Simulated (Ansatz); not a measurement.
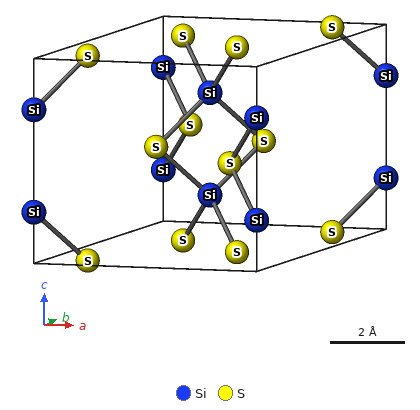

Lattice vibrations of solid SiS2, space group Ibam (No. 72), at the zone centre. Style: ball-and-stick. Shown: the conventional cell (2 times the calculation's cell), from a free direction. Lengths and directions refer to the drawn axes.

Computed with DFT PBE, scalar-relativistic, plane waves, PAW in Ansatz. Set-up: plane-wave cutoff 420 eV; k-point mesh 6 × 6 × 6; occupations fixed; no spin polarisation.

Frequencies are those without the non-analytic (LO–TO) term.

Q: Give the spectrum at this point.

A: The calculation's cell holds 6 atoms, so there are 15 optical modes, in 13 levels. No level is unstable.

| level | symmetry | frequency (cm⁻¹) | activity |
| --- | --- | --- | --- |
| 1 | B₁g | 22 | Raman-active |
| 2 | A_g | 112 | Raman-active |
| 3 | B₃u | 171 | infrared-active |
| 4 | B₂u | 173 | infrared-active |
| 5 | B₃g | 174 | Raman-active |
| 6 | B₂g | 176 | Raman-active |
| 7 | B₁g | 342 | Raman-active |
| 8 | A_u | 353 | silent |
| 9 | doubly degenerate | 416 | not assigned |
| 10 | A_g | 417 | Raman-active |
| 11 | B₁u | 451 | infrared-active |
| 12 | doubly degenerate | 571 | not assigned |
| 13 | B₁g | 608 | Raman-active |

The modes drawn as arrows (one member of each degenerate set), 6 of the levels:

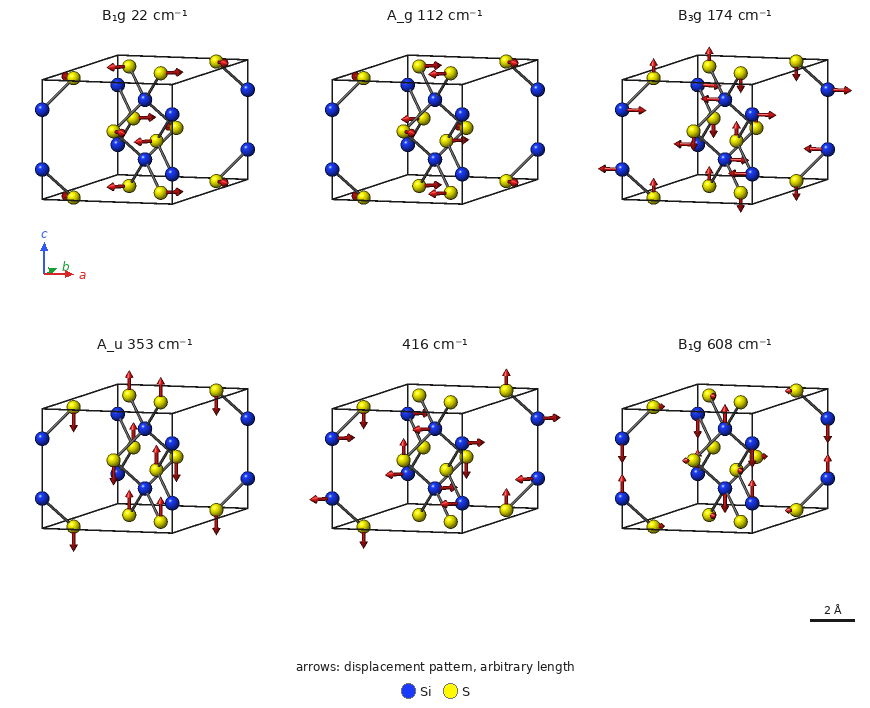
